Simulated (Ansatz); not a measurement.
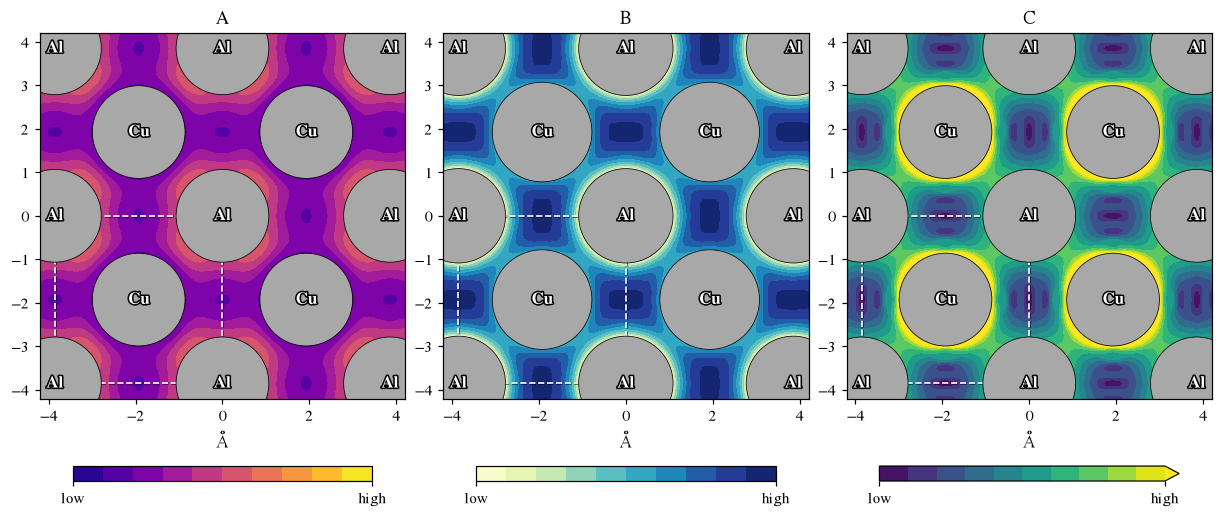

Al3Cu: 3 fields on the (001) plane of the conventional cell, with unlabelled colour scales. Grey discs cover the atomic cores.

Space group P-4m2; a point of a scan over the structure, not its minimum; a structure from a database of computed crystals, not necessarily the ambient phase; changed on purpose from its base cell (mode 8 frozen in at -0.084 Å, strain +e along z and -e/2 along x and y +0.0000); not relaxed (largest force 0.4 eV/Å); computed without spin polarisation; PAW files of the earlier set (soft_1).

Method: DFT LDA, scalar-relativistic, plane waves, PAW in Ansatz 0.2.0.

### Match the panels to the quantities (electron localisation function, electrostatic potential energy of an electron and valence pseudo-density).

Panel A: electron localisation function. Panel B: electrostatic potential energy of an electron (low next to the atoms, rising into the space between them). Panel C: valence pseudo-density. From the grid: Al–Cu (2.73 Å): the density is about 0.23 e/Å³ at the midpoint; the ELF is about 0.40 at the midpoint.
